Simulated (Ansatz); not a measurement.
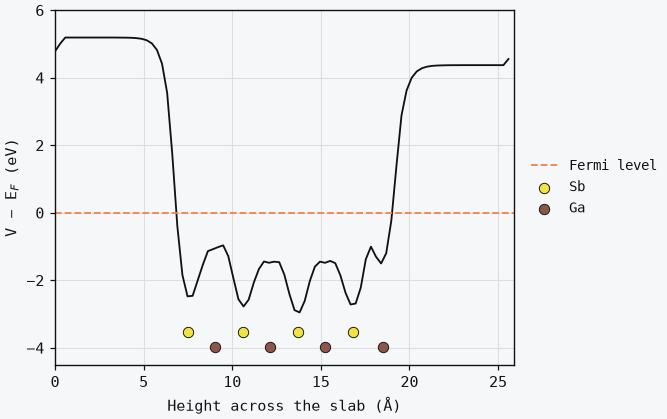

Plane-averaged electrostatic potential energy of an electron across the slab; circles at the bottom mark the heights of the atoms (positions after relaxation).

System: a (100) slab cut from GaSb (F-43m), ended by Ga above and Sb below, 8 atoms in the cell. Starting structure of the relaxation:

```cif
data_structure
_symmetry_space_group_name_H-M 'P 1'
_symmetry_Int_Tables_number 1
_cell_length_a 4.3938
_cell_length_b 4.3938
_cell_length_c 25.8742
_cell_angle_alpha 90.000
_cell_angle_beta 90.000
_cell_angle_gamma 90.000
_cell_volume 499.53
loop_
_atom_site_label
_atom_site_type_symbol
_atom_site_fract_x
_atom_site_fract_y
_atom_site_fract_z
_atom_site_occupancy
Sb1 Sb 0.00000 0.50000 0.28986 1
Ga1 Ga 0.50000 0.50000 0.34990 1
Sb2 Sb 0.50000 0.00000 0.40994 1
Ga2 Ga 0.00000 0.00000 0.46998 1
Sb3 Sb 0.00000 0.50000 0.53002 1
Ga3 Ga 0.50000 0.50000 0.59006 1
Sb4 Sb 0.50000 0.00000 0.65010 1
Ga4 Ga 0.00000 0.00000 0.71014 1
```

Method: DFT PBE, scalar-relativistic, plane waves, PAW, no spin polarisation, 8×8×1 k mesh, 420 eV cutoff (Ansatz 0.2.0).

> Read off the work function of each face.

The work function is 4.37 eV at the right face and 5.19 eV at the left.

> Do the two faces differ, and what does that say about the slab's dipole?

The vacuum level is 0.82 eV higher at the left than at the right, so the slab carries a dipole along its normal; the ramp in the vacuum, at or near the edge of the plot, is the dipole correction that keeps each side flat.
